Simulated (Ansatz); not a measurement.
**Potassium, bcc under PBE: how the Fermi-Dirac smearing moves the result**

A convergence test of the Fermi-Dirac smearing width. The geometry was relaxed under PBE beforehand and stays fixed; 6 values are run, from 0.01 to 1.0 eV. Wanted are the values from which on the energy stays within 10 and 1 meV/atom, and the pressure within 0.5 GPa, of the narrowest run. Within the series other settings stay, but some runs also write fields, which adds to their time. Spin polarisation is left out.

Computed with Ansatz 0.2.0 (DFT PBE, plane waves with PAW, scalar-relativistic, unless a step says otherwise).

## (1) Starting point

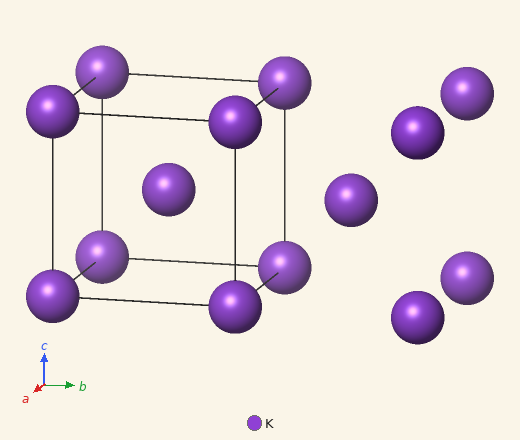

Start, viewed slightly off an axis; potassium purple. 1×2×1 conventional cells are drawn; the run uses a primitive one. Any atoms on the faces are drawn again on the opposite ones.

Structure file:

```cif
data_structure
_symmetry_space_group_name_H-M 'P 1'
_symmetry_Int_Tables_number 1
_cell_length_a 4.5756
_cell_length_b 4.5756
_cell_length_c 4.5756
_cell_angle_alpha 109.471
_cell_angle_beta 109.471
_cell_angle_gamma 109.471
_cell_volume 73.74
loop_
_atom_site_label
_atom_site_type_symbol
_atom_site_fract_x
_atom_site_fract_y
_atom_site_fract_z
_atom_site_occupancy
K1 K 0.00000 0.00000 0.00000 1
```

## (2) Run at 0.01 eV

The run at 0.01 eV.

input.yaml

```yaml
crystal:
  lattice:
    - [-2.6417142217, 2.6417142217, 2.6417142217]
    - [2.6417142217, -2.6417142217, 2.6417142217]
    - [2.6417142217, 2.6417142217, -2.6417142217]
  atoms:
    - { symbol: K, position: [0.0, 0.0, 0.0] }
hamiltonian:
  xc: pbe
  pseudopotentials:
    kind: paw
    azcp:
      K: "pseudopotentials/K.paw.azcp"
basis:
  ecutwfc: 420
  fft_grid_basis: typed
kpoints:
  mp_grid: { grid: [9, 9, 9], shift: [0, 0, 0] }
magnetization:
  spin_polarized: false
scf:
  occupations: { method: fermi_dirac, width: 0.01 }
  lower_state_search: "off"
output:
  stress: true
  write_density: true
  write_potential: true
  elf: true
  volumetric_format: npy
```

Launch:

```bash
$ ansatz run input.yaml --threads 1 --pin off --max-ram 3584MiB --backend cpu --events-out ev --progress --plain --runs-dir out
```

Output, cut to the lines that bear on the results:

```text
[...]
Pseudopotentials: kind: paw
Pseudopotential: K, paw, valence charge 9, recommended cutoff 420 eV (normal), <dir>
Functional definition: PBE
[...]
Crystal: 1 atoms, lattice volume = 73.742 Å³
Basis set: ecut = 420 eV, 1433 PW (Γ)
Bands: 9, of which v1, the nominal top of the filled ones, is band 5 counted from 1 (4 counted from 0)
Symmetry: 48 space group operations
Space group: Im-3m (ITA 229), of the structure as read, at distance tolerance 4.2e-5 Å
k-points: 35 of 729
[...]
SCF iter   1: F=—  HF=-1537.787164 eV  |F-HF|=—  |Δ(HF+E_count)|=         —  Δρ=3.04e-4  dr2=3.25e-5  ethr=1.77e-3  ⟨swp⟩=6.0  Hψ=2467  notcnv=0
[...]
SCF iter   6: F=-1537.787097 eV  HF=-1537.787097 eV  |F-HF|=2.26e-9  |Δ(HF+E_count)|=   1.74e-8  Δρ=2.01e-6  dr2=2.55e-9  ethr=3.92e-10  ⟨swp⟩=6.1  Hψ=1656  notcnv=0
[...]
SCF converged after 6 iterations
Free energy (F): -1537.787097 eV
[...]
E sigma→0 (E₀):  -1537.786892 eV
Entropy (-TS):   -0.000410 eV (-0.410 meV/atom)
Fermi energy:    1.711192 eV
[...]
--- Stress (GPa, compression-positive) ---
       -0.005980      -0.000000       0.000000
        0.000000      -0.005980      -0.000000
        0.000000      -0.000000      -0.005980
  P = ⅓ Tr σ = -0.0060 GPa (-0.060 kbar)
--- Band table (eV; the first three rows and the last of 35) ---
  k-point 0: bands = ["-30.3809", "-13.8314", "-13.8314", "-13.8314", "-0.4026", "6.0309", "6.0309", "6.0309", "6.9255"]
[...]
```

Wall time 2.1 s (1 thread of Intel Xeon Platinum 8259CL at 2.50GHz (Skylake/Cascade Lake), shared host); peak memory 0.48 GiB.

## (3) Run at 0.03 eV

The run at 0.03 eV.

Edit input.yaml of step 2 so:

```diff
@@ -21,3 +21,3 @@
 scf:
-  occupations: { method: fermi_dirac, width: 0.01 }
+  occupations: { method: fermi_dirac, width: 0.03 }
   lower_state_search: "off"
@@ -25,5 +25 @@
   stress: true
-  write_density: true
-  write_potential: true
-  elf: true
-  volumetric_format: npy
```

Launch:

```bash
$ ansatz run input.yaml --threads 1 --pin off --max-ram 3584MiB --backend cpu --events-out ev --progress --plain --runs-dir out
```

Output, cut to the lines that bear on the results:

```text
[...]
[... 3 set-up lines as earlier in the session ...]
[...]
Crystal: 1 atoms, lattice volume = 73.742 Å³
Basis set: ecut = 420 eV, 1433 PW (Γ)
Bands: 9, of which v1, the nominal top of the filled ones, is band 5 counted from 1 (4 counted from 0)
[... 2 set-up lines as earlier in the session ...]
k-points: 35 of 729
[...]
SCF iter   1: F=—  HF=-1537.788176 eV  |F-HF|=—  |Δ(HF+E_count)|=         —  Δρ=3.04e-4  dr2=3.29e-5  ethr=1.77e-3  ⟨swp⟩=5.8  Hψ=2428  notcnv=0
[...]
SCF iter   6: F=-1537.788109 eV  HF=-1537.788109 eV  |F-HF|=1.65e-9  |Δ(HF+E_count)|=   1.75e-8  Δρ=1.72e-6  dr2=1.86e-9  ethr=3.84e-10  ⟨swp⟩=2.0  Hψ=975  notcnv=0
[...]
SCF converged after 6 iterations
Free energy (F): -1537.788109 eV
[...]
E sigma→0 (E₀):  -1537.787103 eV
Entropy (-TS):   -0.002011 eV (-2.011 meV/atom)
Fermi energy:    1.744993 eV
[...]
--- Stress (GPa, compression-positive) ---
       -0.005780       0.000000      -0.000000
        0.000000      -0.005780       0.000000
        0.000000      -0.000000      -0.005780
  P = ⅓ Tr σ = -0.0058 GPa (-0.058 kbar)
```

Run time: 1.6 s. Hardware: 1 thread of Intel Xeon Platinum 8259CL at 2.50GHz (Skylake/Cascade Lake), shared host; peak memory 0.48 GiB.

## (4) Run at 0.2 eV

The run at 0.2 eV.

Edit input.yaml of step 3 so:

```diff
@@ -21,3 +21,3 @@
 scf:
-  occupations: { method: fermi_dirac, width: 0.03 }
+  occupations: { method: fermi_dirac, width: 0.2 }
   lower_state_search: "off"
@@ -25 +25,5 @@
   stress: true
+  write_density: true
+  write_potential: true
+  elf: true
+  volumetric_format: npy
```

Launch:

```bash
$ ansatz run input.yaml --threads 1 --pin off --max-ram 3584MiB --backend cpu --events-out ev --progress --plain --runs-dir out
```

Output, cut to the lines that bear on the results:

```text
band count auto-derived: 10 (N_el = 9.0; filled up to band 5; 9 by the electrons, moments and atoms)
[...]
[... 3 set-up lines as earlier in the session ...]
[...]
Crystal: 1 atoms, lattice volume = 73.742 Å³
Basis set: ecut = 420 eV, 1433 PW (Γ)
Bands: 10, of which v1, the nominal top of the filled ones, is band 5 counted from 1 (4 counted from 0)
[... 2 set-up lines as earlier in the session ...]
k-points: 35 of 729
[...]
SCF iter   1: F=—  HF=-1537.835624 eV  |F-HF|=—  |Δ(HF+E_count)|=         —  Δρ=3.18e-4  dr2=4.15e-5  ethr=1.77e-3  ⟨swp⟩=5.5  Hψ=2443  notcnv=0
[...]
SCF iter   6: F=-1537.835567 eV  HF=-1537.835567 eV  |F-HF|=3.58e-9  |Δ(HF+E_count)|=   8.19e-9  Δρ=3.55e-6  dr2=8.73e-9  ethr=1.11e-9  ⟨swp⟩=7.4  Hψ=1928  notcnv=0
[...]
SCF converged after 6 iterations
Free energy (F): -1537.835567 eV
[...]
E sigma→0 (E₀):  -1537.784702 eV
Entropy (-TS):   -0.101732 eV (-101.732 meV/atom)
Fermi energy:    1.734550 eV
[...]
--- Stress (GPa, compression-positive) ---
        0.044588       0.000000       0.000000
        0.000000       0.044588       0.000000
        0.000000      -0.000000       0.044588
  P = ⅓ Tr σ = 0.0446 GPa (0.446 kbar)
--- Band table (eV; the first three rows and the last of 35) ---
  k-point 0: bands = ["-30.3778", "-13.8286", "-13.8286", "-13.8286", "-0.4022", "6.0321", "6.0321", "6.0321", "6.9270", "6.9270"]
[...]
```

It took 2.3 s on 1 thread of Intel Xeon Platinum 8259CL at 2.50GHz (Skylake/Cascade Lake), shared host; peak memory 0.47 GiB.

## (5) Run at 0.3 eV

The run at 0.3 eV.

Edit input.yaml of step 4 so:

```diff
@@ -21,3 +21,3 @@
 scf:
-  occupations: { method: fermi_dirac, width: 0.2 }
+  occupations: { method: fermi_dirac, width: 0.3 }
   lower_state_search: "off"
```

Launch:

```bash
$ ansatz run input.yaml --threads 1 --pin off --max-ram 3584MiB --backend cpu --events-out ev --progress --plain --runs-dir out
```

Output, cut to the lines that bear on the results:

```text
band count auto-derived: 10 (N_el = 9.0; filled up to band 5; 9 by the electrons, moments and atoms)
[...]
[... 3 set-up lines as earlier in the session ...]
[...]
Crystal: 1 atoms, lattice volume = 73.742 Å³
Basis set: ecut = 420 eV, 1433 PW (Γ)
Bands: 10, of which v1, the nominal top of the filled ones, is band 5 counted from 1 (4 counted from 0)
[... 2 set-up lines as earlier in the session ...]
k-points: 35 of 729
[...]
SCF iter   1: F=—  HF=-1537.899544 eV  |F-HF|=—  |Δ(HF+E_count)|=         —  Δρ=3.37e-4  dr2=5.35e-5  ethr=1.77e-3  ⟨swp⟩=5.4  Hψ=2400  notcnv=0
[...]
SCF iter   6: F=-1537.899492 eV  HF=-1537.899492 eV  |F-HF|=5.72e-10  |Δ(HF+E_count)|=   1.24e-8  Δρ=1.64e-6  dr2=2.23e-9  ethr=9.47e-10  ⟨swp⟩=4.8  Hψ=1638  notcnv=0
[...]
SCF converged after 6 iterations
Free energy (F): -1537.899492 eV
[...]
E sigma→0 (E₀):  -1537.784337 eV
Entropy (-TS):   -0.230311 eV (-230.311 meV/atom)
Fermi energy:    1.699797 eV
[...]
--- Stress (GPa, compression-positive) ---
        0.103703       0.000000      -0.000000
       -0.000000       0.103703       0.000000
        0.000000      -0.000000       0.103703
  P = ⅓ Tr σ = 0.1037 GPa (1.037 kbar)
--- Band table (eV; the first three rows and the last of 35) ---
  k-point 0: bands = ["-30.3750", "-13.8260", "-13.8260", "-13.8260", "-0.4018", "6.0338", "6.0338", "6.0338", "6.9280", "6.9280"]
[...]
```

It took 2.7 s on 1 thread of Intel Xeon Platinum 8259CL at 2.50GHz (Skylake/Cascade Lake), shared host; peak memory 0.49 GiB.

## (6) Run at 0.6 eV

The run at 0.6 eV.

Edit input.yaml of step 5 so:

```diff
@@ -21,3 +21,3 @@
 scf:
-  occupations: { method: fermi_dirac, width: 0.3 }
+  occupations: { method: fermi_dirac, width: 0.6 }
   lower_state_search: "off"
@@ -25,5 +25 @@
   stress: true
-  write_density: true
-  write_potential: true
-  elf: true
-  volumetric_format: npy
```

Launch:

```bash
$ ansatz run input.yaml --threads 1 --pin off --max-ram 3584MiB --backend cpu --events-out ev --progress --plain --runs-dir out
```

Output, cut to the lines that bear on the results:

```text
band count auto-derived: 12 (N_el = 9.0; filled up to band 5; 9 by the electrons, moments and atoms)
[...]
[... 3 set-up lines as earlier in the session ...]
[...]
Crystal: 1 atoms, lattice volume = 73.742 Å³
Basis set: ecut = 420 eV, 1433 PW (Γ)
Bands: 12, of which v1, the nominal top of the filled ones, is band 5 counted from 1 (4 counted from 0)
[... 2 set-up lines as earlier in the session ...]
k-points: 35 of 729
[...]
SCF iter   1: F=—  HF=-1538.236417 eV  |F-HF|=—  |Δ(HF+E_count)|=         —  Δρ=4.95e-4  dr2=2.17e-4  ethr=1.77e-3  ⟨swp⟩=5.3  Hψ=2688  notcnv=0
[...]
SCF iter   7: F=-1538.236393 eV  HF=-1538.236393 eV  |F-HF|=1.18e-8  |Δ(HF+E_count)|=   1.76e-7  Δρ=4.20e-6  dr2=1.37e-8  ethr=1.11e-9  ⟨swp⟩=2.5  Hψ=1305  notcnv=0
[...]
SCF converged after 7 iterations
Free energy (F): -1538.236393 eV
[...]
E sigma→0 (E₀):  -1537.800715 eV
Entropy (-TS):   -0.871356 eV (-871.356 meV/atom)
Fermi energy:    1.514391 eV
[...]
--- Stress (GPa, compression-positive) ---
        0.360489      -0.000000       0.000000
       -0.000000       0.360489       0.000000
       -0.000000      -0.000000       0.360489
  P = ⅓ Tr σ = 0.3605 GPa (3.605 kbar)
```

Run time: 1.9 s. Hardware: 1 thread of Intel Xeon Platinum 8259CL at 2.50GHz (Skylake/Cascade Lake), shared host; peak memory 0.48 GiB.

## (7) Run at 1.0 eV

The run at 1.0 eV.

Edit input.yaml of step 6 so:

```diff
@@ -21,3 +21,3 @@
 scf:
-  occupations: { method: fermi_dirac, width: 0.6 }
+  occupations: { method: fermi_dirac, width: 1.0 }
   lower_state_search: "off"
@@ -25 +25,5 @@
   stress: true
+  write_density: true
+  write_potential: true
+  elf: true
+  volumetric_format: npy
```

Launch:

```bash
$ ansatz run input.yaml --threads 1 --pin off --max-ram 3584MiB --backend cpu --events-out ev --progress --plain --runs-dir out
```

Output, cut to the lines that bear on the results:

```text
band count auto-derived: 17 (N_el = 9.0; filled up to band 5; 9 by the electrons, moments and atoms)
[...]
[... 3 set-up lines as earlier in the session ...]
[...]
Crystal: 1 atoms, lattice volume = 73.742 Å³
Basis set: ecut = 420 eV, 1433 PW (Γ)
Bands: 17, of which v1, the nominal top of the filled ones, is band 5 counted from 1 (4 counted from 0)
[... 2 set-up lines as earlier in the session ...]
k-points: 35 of 729
[...]
SCF iter   1: F=—  HF=-1538.964040 eV  |F-HF|=—  |Δ(HF+E_count)|=         —  Δρ=1.15e-3  dr2=2.28e-3  ethr=1.77e-3  ⟨swp⟩=5.9  Hψ=3574  notcnv=0
[...]
SCF iter   7: F=-1538.963124 eV  HF=-1538.963124 eV  |F-HF|=1.55e-9  |Δ(HF+E_count)|=   1.28e-7  Δρ=9.66e-7  dr2=9.02e-10  ethr=1.11e-9  ⟨swp⟩=7.5  Hψ=3281  notcnv=0
[...]
SCF converged after 7 iterations
Free energy (F): -1538.963124 eV
[...]
E sigma→0 (E₀):  -1537.890172 eV
Entropy (-TS):   -2.145905 eV (-2145.905 meV/atom)
Fermi energy:    1.090507 eV
[...]
--- Stress (GPa, compression-positive) ---
        0.833052       0.000000       0.000000
       -0.000000       0.833052       0.000000
       -0.000000       0.000000       0.833052
  P = ⅓ Tr σ = 0.8331 GPa (8.331 kbar)
--- Band table (eV; the first three rows and the last of 35) ---
  k-point 0: bands = ["-30.2654", "-13.7251", "-13.7251", "-13.7251", "-0.3831", "6.0812", "6.0812", "6.0812", "6.9768", "6.9768", "9.6899", "9.6899", "9.6899", "11.7763", "11.7763", "11.7763", "12.8216"]
[...]
```

It took 3.6 s on 1 thread of Intel Xeon Platinum 8259CL at 2.50GHz (Skylake/Cascade Lake), shared host; peak memory 0.49 GiB.

## (8) Convergence table

Differences are taken from the run at 0.01 eV.

| smearing (eV) | F (meV/atom) | E(σ → 0) (meV/atom) | P (GPa) | SCF cycles | CPU time |
| --- | --- | --- | --- | --- | --- |
| 0.01 | 0.00 | 0.00 | -0.01 | 6 | 2.1 s |
| 0.03 | -1.01 | -0.21 | -0.01 | 6 | 1.6 s |
| 0.2 | -48.47 | 2.19 | 0.04 | 6 | 2.2 s |
| 0.3 | -112.40 | 2.56 | 0.10 | 6 | 2.7 s |
| 0.6 | -449.30 | -13.82 | 0.36 | 7 | 1.9 s |
| 1.0 | -1176.03 | -103.28 | 0.83 | 7 | 3.5 s |

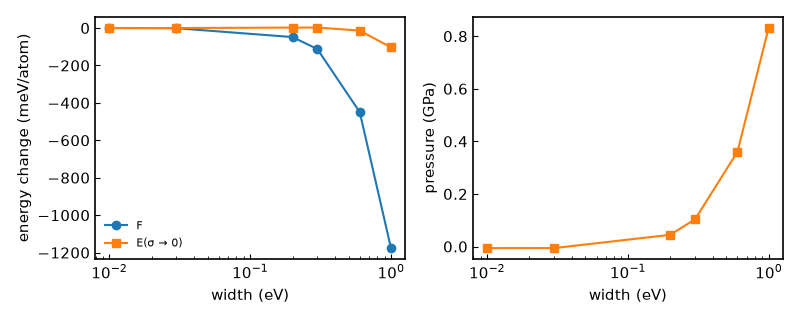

Energy and pressure against the Fermi-Dirac smearing width.

## (9) Summary of results

| quantity | value |
| --- | --- |
| E(σ → 0) stays within 10 meV/atom of 0.01 eV | up to 0.3 eV |
| E(σ → 0) stays within 1 meV/atom | up to 0.03 eV |
| pressure stays within 0.5 GPa | up to 0.6 eV |
| pressure at 0.01 eV | -0.01 GPa |
| energy of a separate run on a finer mesh (14×14×14) | +2.8 meV/atom from 0.01 eV |

In words: The far end, 1.0 eV, lies -103.3 meV/atom and +0.8 GPa from the yardstick. The free energy F moves by -1176.0 meV/atom over the range, and the estimate for σ → 0 by -103.3. With this scheme F falls about as the square of the width. The mesh (9×9×9) is fixed, so the narrowest widths carry a k-point error of their own. The yardstick itself is unsettled by 2.8 meV/atom against the finer mesh, so the thresholds above hold only within this series, and wider smearing, which averages over more states, can land nearer the fine-mesh value than the narrowest does. The cell taken over is 3 % larger than the measured one (71.32 Å³/atom, COD).
